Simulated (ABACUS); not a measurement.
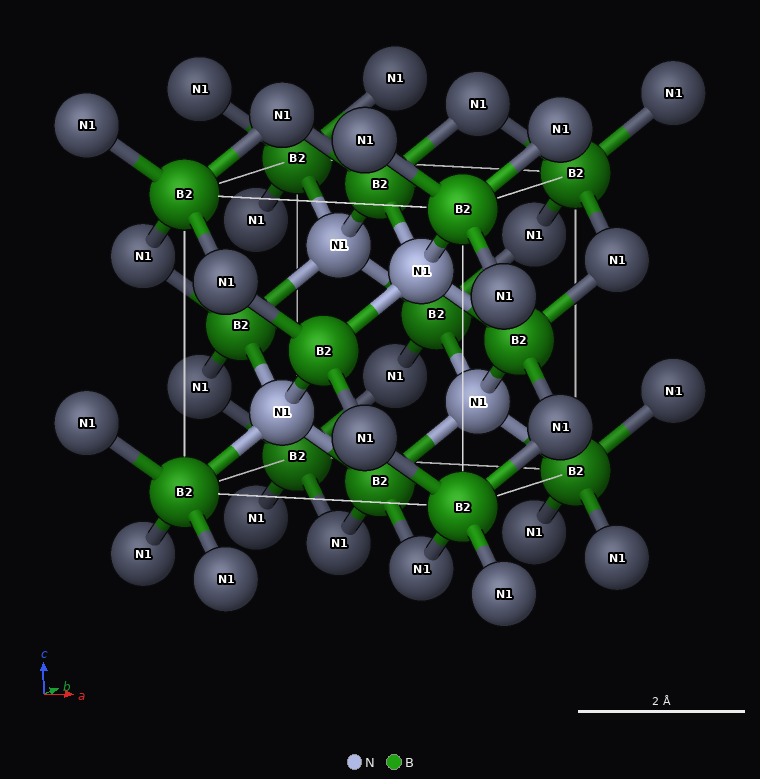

Fig. 1: The starting structure (ball-and-stick view of the cell 4 times as large as that of the calculation, set on its symmetry axes, seen slightly off an axis; neighbours outside the cell are drawn fainter; atoms are numbered from 1 in the order of the input). Near neighbours in the crystal (not all of them lie inside the picture): N has 4 B at 1.57 Å; B has 4 N at 1.57 Å.

# Geometry relaxation of BN (part 1 of 2)

The run: geometry relaxation of BN (2 atoms in the cell). Method and program: Kohn-Sham DFT of a periodic cell, SCAN, SG15 ONCV 1.2 PBE, no spin polarisation (ABACUS 3.10.1).

The structure derives from a Materials Project entry.

## Input file
```python
"""ABACUS run from a structure file: ASE reads it, the script writes STRU, KPT and INPUT."""
import re
import subprocess
from ase.io import read
from ase.units import Bohr

atoms = read("BN.cif")
atoms = atoms[(-atoms.numbers).argsort(kind="stable")]  # ABACUS lists atoms element by element
pseudo = {'N': 'N_ONCV_PBE-1.2.upf', 'B': 'B_ONCV_PBE-1.2.upf'}
orbital = {'N': 'N_confined-atom_6au_2s2p1d.orb', 'B': 'B_confined-atom_7au_2s2p1d.orb'}
magmoms = None
kmesh = [10, 10, 10]
params = {
    'suffix': 'BN',
    'calculation': 'cell-relax',
    'basis_type': 'lcao',
    'pseudo_dir': './',
    'orbital_dir': './',
    'symmetry': 1,
    'dft_functional': 'scan',
    'ecutwfc': 100,
    'pseudo_rcut': 10,
    'nspin': 1,
    'nbands': 8,
    'ks_solver': 'genelpa',
    'smearing_method': 'fd',
    'smearing_sigma': 0.00367493,
    'scf_thr': 1e-07,
    'scf_nmax': 100,
    'mixing_type': 'broyden',
    'mixing_beta': 0.7,
    'cal_force': 1,
    'cal_stress': 1,
    'mixing_tau': 1,
    'out_mul': 1,
    'relax_nmax': 60,
    'force_thr_ev': 0.01,
    'relax_method': 'cg',
    'out_stru': 1,
    'stress_thr': 1,
}

symbols = atoms.get_chemical_symbols()
elements = list(dict.fromkeys(symbols))
lines = ["ATOMIC_SPECIES"] + [f"{e} {atoms.get_masses()[symbols.index(e)]:.4f} {pseudo[e]}" for e in elements]
if orbital:
    lines += ["", "NUMERICAL_ORBITAL"] + [orbital[e] for e in elements]
lines += ["", "LATTICE_CONSTANT", f"{1 / Bohr:.10f}", "", "LATTICE_VECTORS"]
lines += [" ".join(f"{x:.10f}" for x in v) for v in atoms.cell]
lines += ["", "ATOMIC_POSITIONS", "Direct"]
for e in elements:
    lines += ["", e, "0.0", str(symbols.count(e))]
    for i, p in enumerate(atoms.get_scaled_positions(wrap=False)):
        if symbols[i] == e:
            mag = "" if magmoms is None else " mag " + " ".join(str(x) for x in (magmoms[i] if isinstance(magmoms[i], list) else [magmoms[i]]))
            lines.append(" ".join(f"{x:.10f}" for x in p) + " 1 1 1" + mag)
open("STRU", "w").write("\n".join(lines) + "\n")
open("KPT", "w").write("K_POINTS\n0\nGamma\n%d %d %d 0 0 0\n" % tuple(kmesh))
open("INPUT", "w").write("INPUT_PARAMETERS\n" + "".join(f"{k:<20s}{v}\n" for k, v in params.items()))

done = subprocess.run(['mpirun', '-np', '4', 'abacus'])
if done.returncode:
    raise SystemExit(done.returncode)
log = open("OUT.BN/running_cell-relax.log").read()
print("final energy (eV):", re.findall(r"FINAL_ETOT_IS (\S+)", log))
```

## File BN.cif
```
data_BN
_cell_length_a 2.56397060
_cell_length_b 2.56397060
_cell_length_c 2.56397060
_cell_angle_alpha 60.00000000
_cell_angle_beta 60.00000000
_cell_angle_gamma 60.00000000
_space_group_name_H-M_alt 'P1'
_space_group_name_Hall 'P 1'
_space_group_IT_number 1
loop_
_space_group_symop_operation_xyz
'x,y,z'
loop_
_atom_site_label
_atom_site_type_symbol
_atom_site_symmetry_multiplicity
_atom_site_Wyckoff_symbol
_atom_site_fract_x
_atom_site_fract_y
_atom_site_fract_z
_atom_site_occupancy
N1 N 1 a 0.2500000000 0.2500000000 0.2500000000 1
B1 B 1 a 0.0000000000 0.0000000000 0.0000000000 1
```

## File INPUT
```
INPUT_PARAMETERS
suffix              BN
calculation         cell-relax
basis_type          lcao
pseudo_dir          ./
orbital_dir         ./
symmetry            1
dft_functional      scan
ecutwfc             100
pseudo_rcut         10
nspin               1
nbands              8
ks_solver           genelpa
smearing_method     fd
smearing_sigma      0.00367493
scf_thr             1e-07
scf_nmax            100
mixing_type         broyden
mixing_beta         0.7
cal_force           1
cal_stress          1
mixing_tau          1
out_mul             1
relax_nmax          60
force_thr_ev        0.01
relax_method        cg
out_stru            1
stress_thr          1
```

## File STRU
```
ATOMIC_SPECIES
N 14.0070 N_ONCV_PBE-1.2.upf
B 10.8100 B_ONCV_PBE-1.2.upf

NUMERICAL_ORBITAL
N_confined-atom_6au_2s2p1d.orb
B_confined-atom_7au_2s2p1d.orb

LATTICE_CONSTANT
1.8897261258

LATTICE_VECTORS
2.5639706000 0.0000000000 0.0000000000
1.2819853000 2.2204636742 0.0000000000
1.2819853000 0.7401545581 2.0934732285

ATOMIC_POSITIONS
Direct

N
0.0
1
0.2500000000 0.2500000000 0.2500000000 1 1 1

B
0.0
1
0.0000000000 0.0000000000 0.0000000000 1 1 1
```

## File KPT
```
K_POINTS
0
Gamma
10 10 10 0 0 0
```

Run as:
```bash
OMP_NUM_THREADS=1 python run_abacus.py > log
```

## Output
```
ABACUS v3.10.1

               Atomic-orbital Based Ab-initio Computation at UStc

 ------------------------------------------------------------------------------------

 READING GENERAL INFORMATION
                           global_out_dir = OUT.BN/
                           global_in_card = INPUT
                               pseudo_dir = ./
                              orbital_dir = ./
                                    DSIZE = 4
                                    GSIZE = 1

 READING UNITCELL INFORMATION
                                    ntype = 2
                  lattice constant (Bohr) = 1.88973
              lattice constant (Angstrom) = 1

 READING ATOM TYPE 1
                               atom label = N
                      L=0, number of zeta = 2
                      L=1, number of zeta = 2
                      L=2, number of zeta = 1
             number of atom for this type = 1

 READING ATOM TYPE 2
                               atom label = B
                      L=0, number of zeta = 2
                      L=1, number of zeta = 2
                      L=2, number of zeta = 1
             number of atom for this type = 1

                        TOTAL ATOM NUMBER = 2
DIRECT COORDINATES
    atom                   x                   y                   z     mag                  vx                  vy                  vz
taud_N1            0.2500000000        0.2500000000        0.2500000000  0.0000        0.0000000000        0.0000000000        0.0000000000
taud_B1            0.0000000000        0.0000000000        0.0000000000  0.0000        0.0000000000        0.0000000000        0.0000000000

                          Volume (Bohr^3) = 80.4305
                             Volume (A^3) = 11.9186

 Lattice vectors: (Cartesian coordinate: in unit of a_0)
             +2.56397                  +0                  +0
             +1.28199            +2.22046                  +0
             +1.28199           +0.740155            +2.09347
 Reciprocal vectors: (Cartesian coordinate: in unit of 2 pi/a_0)
             +0.39002           -0.225178           -0.159225
                   -0           +0.450356           -0.159225
                   +0                  -0           +0.477675
 The esolver type has been set to : ksdft_lcao

                PAO radial cut off (Bohr) = 10

 Read in pseudopotential file is N_ONCV_PBE-1.2.upf
                     pseudopotential type = NC
          exchange-correlation functional = PBE
                 nonlocal core correction = 0
                        valence electrons = 5
                                     lmax = 1
                           number of zeta = 0
                     number of projectors = 4
                           L of projector = 0
                           L of projector = 0
                           L of projector = 1
                           L of projector = 1
 XC functional updated to : scan
          exchange-correlation functional = SCAN
                PAO radial cut off (Bohr) = 10

 Read in pseudopotential file is B_ONCV_PBE-1.2.upf
                     pseudopotential type = NC
          exchange-correlation functional = PBE
                 nonlocal core correction = 0
                        valence electrons = 3
                                     lmax = 1
                           number of zeta = 0
                     number of projectors = 4
                           L of projector = 0
                           L of projector = 0
                           L of projector = 1
                           L of projector = 1
 XC functional updated to : scan
          exchange-correlation functional = SCAN
     initial pseudo atomic orbital number = 0

 SETUP THE ELECTRONS NUMBER
             electron number of element N = 5
       total electron number of element N = 5
             electron number of element B = 3
       total electron number of element B = 3
            AUTOSET number of electrons:  = 8
                           occupied bands = 4
                                   NLOCAL = 26
                                   NBANDS = 8
                                   NBANDS = 8
                                   NLOCAL = 26

 SETUP THE PLANE WAVE BASIS
 energy cutoff for charge/potential (unit:Ry) = 400
            fft grid for charge/potential = [ 32, 32, 32 ]
                        fft grid division = [ 4, 4, 4 ]
        big fft grid for charge/potential = [ 8, 8, 8 ]
                                     nbxx = 128
                                     nrxx = 8192

 SETUP PLANE WAVES FOR CHARGE/POTENTIAL
                    number of plane waves = 10969
                         number of sticks = 649

 PARALLEL PW FOR CHARGE/POTENTIAL
     PROC   COLUMNS(POT)             PW
        1            163           2745
        2            162           2741
        3            162           2742
        4            162           2741
 --------------- sum -------------------
        4            649          10969
                            number of |g| = 158
                                  max |g| = 36.1275
                                  min |g| = 0.228173

----------- Double Check Mixing Parameters Begin ------------
mixing_type: broyden
mixing_beta: 0.7
mixing_gg0: 1
mixing_gg0_min: 0.1
mixing_ndim: 8
----------- Double Check Mixing Parameters End ------------

 LATTICE VECTORS: (CARTESIAN COORDINATE: IN UNIT OF A0)
             +2.56397                  +0                  +0
             +1.28199            +2.22046                  +0
             +1.28199           +0.740155            +2.09347
                       right hand lattice = 1
                                   NORM_A = 2.56397
                                   NORM_B = 2.56397
                                   NORM_C = 2.56397
                           ALPHA (DEGREE) = 60
                           BETA  (DEGREE) = 60
                           GAMMA (DEGREE) = 60

 The lattice vectors have been changed (STRU_SIMPLE.cif)

(for optimal symmetric configuration:)
                             BRAVAIS TYPE = 3
                     BRAVAIS LATTICE NAME = 03. Cubic F (face-centered)
                                    ibrav = 3
                                    IBRAV = 3
                                  BRAVAIS = FACE CENTERED CUBIC
                       LATTICE CONSTANT A = 3.626
Original cell was already a primitive cell.
                        ROTATION MATRICES = 48
              PURE POINT GROUP OPERATIONS = 24
                   SPACE GROUP OPERATIONS = 24
                                       C2 = 3
                                       C3 = 8
                                       C4 = 0
                                       C6 = 0
                                       S1 = 6
                                       S3 = 0
                                       S4 = 6
                                       S6 = 0
                              POINT GROUP = T_d
                                       C2 = 3
                                       C3 = 8
                                       C4 = 0
                                       C6 = 0
                                       S1 = 6
                                       S3 = 0
                                       S4 = 6
                                       S6 = 0
               POINT GROUP IN SPACE GROUP = T_d

 SETUP K-POINTS
                                    nspin = 1
                   Input type of k points = Monkhorst-Pack(Gamma)
                                   nkstot = 1000
                       right hand lattice = 1
(for reciprocal lattice: )
                             BRAVAIS TYPE = 2
                     BRAVAIS LATTICE NAME = 02. Cubic I (body-centered)
                                    ibrav = 2
                       right hand lattice = 1
(for k-lattice: )
                             BRAVAIS TYPE = 2
                     BRAVAIS LATTICE NAME = 02. Cubic I (body-centered)
                                    ibrav = 2
                       right hand lattice = 1
                        ROTATION MATRICES = 48
                               nkstot_ibz = 47
K-POINTS REDUCTION ACCORDING TO SYMMETRY
     IBZ    DIRECT_X    DIRECT_Y    DIRECT_Z  WEIGHT  ibz2bz
       1  0.00000000  0.00000000  0.00000000  0.0010       0
       2  0.10000000  0.10000000  0.10000000  0.0080       1
       3  0.20000000  0.20000000  0.20000000  0.0080       2
       4  0.30000000  0.30000000  0.30000000  0.0080       3
       5  0.40000000  0.40000000  0.40000000  0.0080       4
       6  0.50000000  0.50000000  0.50000000  0.0040       5
       7  0.10000000  0.10000000  0.00000000  0.0060      11
       8  0.20000000  0.20000000  0.10000000  0.0240      12
       9  0.30000000  0.30000000  0.20000000  0.0240      13
      10  0.40000000  0.40000000  0.30000000  0.0240      14
      11  0.50000000  0.50000000  0.40000000  0.0240      15
      12  0.50000000  0.40000000  0.40000000  0.0240      16
      13  0.40000000  0.30000000  0.30000000  0.0240      17
      14  0.30000000  0.20000000  0.20000000  0.0240      18
      15  0.10000000  0.10000000  0.20000000  0.0120      19
      16  0.20000000  0.20000000  0.00000000  0.0060      22
      17  0.30000000  0.30000000  0.10000000  0.0240      23
      18  0.40000000  0.40000000  0.20000000  0.0240      24
      19  0.50000000  0.50000000  0.30000000  0.0240      25
      20 -0.40000000  0.40000000  0.40000000  0.0240      26
      21  0.50000000  0.30000000  0.30000000  0.0240      27
      22  0.40000000  0.20000000  0.20000000  0.0120      28
      23  0.30000000  0.30000000  0.00000000  0.0060      33
      24  0.40000000  0.40000000  0.10000000  0.0240      34
      25  0.50000000  0.50000000  0.20000000  0.0240      35
      26 -0.30000000  0.40000000  0.40000000  0.0240      36
      27 -0.40000000  0.30000000  0.30000000  0.0120      37
      28  0.40000000  0.40000000  0.00000000  0.0060      44
      29  0.50000000  0.50000000  0.10000000  0.0240      45
      30 -0.20000000  0.40000000  0.40000000  0.0120      46
[... 17 further k points ...]

                               nkstot now = 47
[... K-POINTS DIRECT COORDINATES: 47 rows ...]

           k-point number in this process = 47
       minimum distributed K point number = 47
[... stars of the k points ...]

[... K-POINTS CARTESIAN COORDINATES: 47 rows ...]

[... K-POINTS DIRECT COORDINATES: 47 rows ...]

 SETUP PLANE WAVES FOR WAVE FUNCTIONS
     energy cutoff for wavefunc (unit:Ry) = 100
              fft grid for wave functions = [ 32, 32, 32 ]
                    number of plane waves = 1989
                         number of sticks = 211

 PARALLEL PW FOR WAVE FUNCTIONS
     PROC   COLUMNS(POT)             PW
        1             54            497
        2             53            498
        3             52            497
        4             52            497
 --------------- sum -------------------
        4            211           1989

 SET NONLOCAL PSEUDOPOTENTIAL PROJECTORS
 SET NONLOCAL PSEUDOPOTENTIAL PROJECTORS
 max number of nonlocal projetors among all species is 4

 -------------------------------------------
 STEP OF RELAXATION : 1
 -------------------------------------------

 SETUP SEARCHING RADIUS FOR PROGRAM TO SEARCH ADJACENT ATOMS
                  longest orb rcut (Bohr) = 7
   longest nonlocal projector rcut (Bohr) = 1.94
                     search radius (Bohr) = 17.9
              searching radius is (Bohr)) = 17.9
         searching radius unit is (Bohr)) = 1.89
                         PeriodicBoundary = 1
                        Radius(unit:lat0) = 9.46
                                   glayer = [ 6, 6, 6 ]
                             glayer_minus = [ 5, 5, 5 ]

Find the coordinate range of the input atom(unit:lat0).
                                  min_tau = [ -25.6, -14.8, -10.5 ]
                                  max_tau = [ 26.9, 15.5, 11 ]
                                BoxNumber = [ 11, 11, 11 ]

 SETUP EXTENDED REAL SPACE GRID FOR GRID INTEGRATION
                          real space grid = [ 32, 32, 32 ]
                 big cell numbers in grid = [ 8, 8, 8 ]
             meshcell numbers in big cell = [ 4, 4, 4 ]
                        extended fft grid = [ 15, 15, 15 ]
                dimension of extened grid = [ 39, 39, 39 ]
                            UnitCellTotal = 125
              Atom number in sub-FFT-grid = 2
    Local orbitals number in sub-FFT-grid = 26
                                ParaV.nnr = 33597
                                 init_chg = atomic

 LCAO ALGORITHM --------------- ION=   1  ELEC=   1--------------------------------

 Density error is 0.170594257428
----------------------------------------------------------
     Energy           Rydberg                 eV
----------------------------------------------------------
 E_KohnSham     -25.6660414299       -349.2044085513
 E_Harris       -24.5160409095       -333.5578487703
 E_Fermi        1.0129032257         13.7812553920
----------------------------------------------------------

 LCAO ALGORITHM --------------- ION=   1  ELEC=   2--------------------------------

 Density error is 0.0720480974157
----------------------------------------------------------
     Energy           Rydberg                 eV
----------------------------------------------------------
 E_KohnSham     -25.7128761184       -349.8416271787
 E_Harris       -26.0444370498       -354.3527450796
 E_Fermi        0.9021077336         12.2738053865
----------------------------------------------------------

 LCAO ALGORITHM --------------- ION=   1  ELEC=   3--------------------------------

 Density error is 0.020868191186
----------------------------------------------------------
     Energy           Rydberg                 eV
```
